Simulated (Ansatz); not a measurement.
Read the following structure.

```cif
data_structure
_symmetry_space_group_name_H-M 'P 1'
_symmetry_Int_Tables_number 1
_cell_length_a 6.5258
_cell_length_b 6.5258
_cell_length_c 8.4654
_cell_angle_alpha 90.000
_cell_angle_beta 90.000
_cell_angle_gamma 120.000
_cell_volume 312.21
loop_
_atom_site_label
_atom_site_type_symbol
_atom_site_fract_x
_atom_site_fract_y
_atom_site_fract_z
_atom_site_occupancy
C1 C 0.95296 0.26722 0.82131 1
C2 C 0.52493 0.12040 0.81647 1
C3 C 0.10035 0.97496 0.85159 1
C4 C 0.81111 0.54920 0.81743 1
C5 C 0.38253 0.40424 0.82008 1
C6 C 0.65948 0.82984 0.82350 1
C7 C 0.23630 0.68825 0.81362 1
C8 C 0.93261 0.26554 0.36111 1
C9 C 0.50398 0.12270 0.36080 1
C10 C 0.07540 0.97985 0.36253 1
C11 C 0.78973 0.55133 0.36110 1
C12 C 0.36105 0.40835 0.36118 1
C13 C 0.64691 0.83696 0.36111 1
C14 C 0.21827 0.69415 0.36086 1
C15 C 0.76418 0.31166 0.81362 1
C16 C 0.34099 0.17005 0.82351 1
C17 C 0.90010 0.02494 0.85142 1
C18 C 0.61797 0.59566 0.82012 1
C19 C 0.18939 0.45073 0.81745 1
C20 C 0.47556 0.87951 0.81648 1
C21 C 0.04750 0.73268 0.82134 1
C22 C 0.98017 0.50364 0.36085 1
C23 C 0.55161 0.36082 0.36087 1
C24 C 0.12303 0.21789 0.36196 1
C25 C 0.83738 0.78940 0.36196 1
C26 C 0.40875 0.64650 0.36077 1
C27 C 0.69449 0.07506 0.36078 1
C28 C 0.26583 0.93225 0.36147 1
O1 O 0.00000 0.00000 0.00000 1
```

**Interpret the file: composition, symmetry and coordination.**

The structure is one of C28O. Symmetry: P1 (translations only). Cell content 28 C, 1 O; Z = 1. The coordination shell of O holds two C in a bent arrangement at 1.46 Å. The bonds build C14O and C layers parallel to (001).

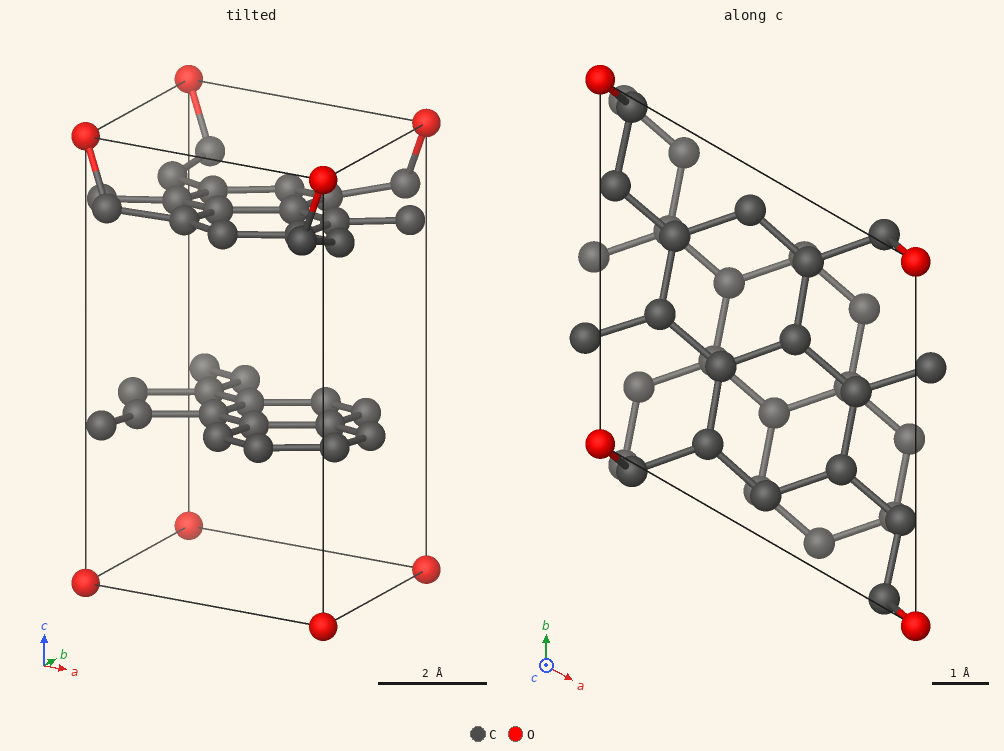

Crystal structure, ball-and-stick style, seen slightly off an axis and along the c axis. The lines enclose the simulation cell; boundary atoms appear with their images.

Its origin is a structure listed in the Materials Project, repeated into a supercell with a point defect put in. The cell was then strained or its atoms displaced on purpose. The atoms were relaxed in a fixed cell with Ansatz, DFT PBE, scalar-relativistic, plane waves, PAW.
